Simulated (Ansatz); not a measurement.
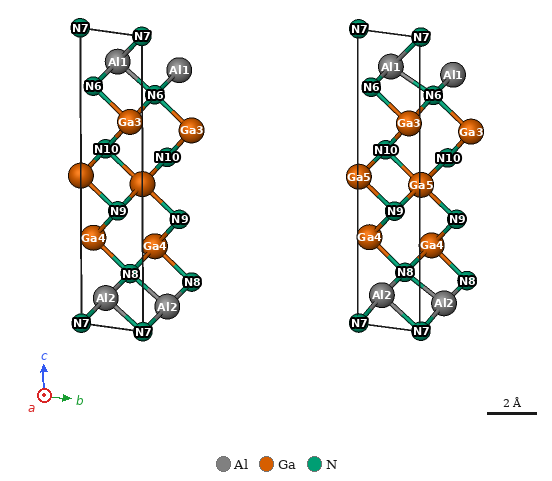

Two geometries of solid Al₂Ga₃N₅ (a generated structure, set up in P1) (coarse preliminary run), drawn at one scale. One is the start of a relaxation, the other its converged end. A ball-and-stick model of the cell of the calculation, reduced to other axes, repeated 1 × 2 × 1 with one cell outlined, seen along the a axis. Lengths and directions refer to the drawn axes.

The calculation used DFT PBE, scalar-relativistic, plane waves, PAW (Ansatz 0.2.0). Settings: plane-wave cutoff 420 eV; k-point mesh 6 × 6 × 6; occupations gaussian; smearing width 0.1 eV; no spin polarisation; cell and atoms relaxed; force threshold 0.025 eV/Å; at most 60 steps.

Which one is relaxed?

The left one is the relaxed one. The energy falls by 1.286 eV per cell of the calculation in 4 accepted moves (5 points after the start). Largest force component: 5.6 eV/Å at the start, 0.015 eV/Å at the end. The pressure goes from 6.93 to 0.03 GPa. At 1 point the geometry stayed and the basis and grid were re-selected for the new cell (energy shift of 2.0 meV per cell of the calculation at most each time). The largest moves relative to the cell, 0.26 Å, are those of Al1 and Ga5. Al1 goes roughly along [3 3 1]. By element the largest moves are Al 0.26 Å, Ga 0.26 Å, N 0.23 Å. The volume changes by +0.2 %, with a 2.928 → 2.961 Å (+1.1 %), b 2.967 → 2.962 Å (−0.2 %), c 12.177 → 12.228 Å (+0.4 %), α 96.4° → 96.9°, β 90.3° → 90.0°, γ 119.0° → 120.0°. Among the contacts that change: Al1–N7 2.343 → 2.072 Å, Al1–N6 1.793 → 2.059 Å, Ga3–N10 1.933 → 2.110 Å, Ga5–N9 2.287 → 2.113 Å. Bond angles that change, for instance: N6–Al1–N7 164.7° → 179.5°, N7–Al1–N7 79.9° → 91.2°, Al1–N7–Al1 79.9° → 91.2°. The space group (tolerance 0.01 Å) goes from P1 (No. 1) to R-3m (No. 166).
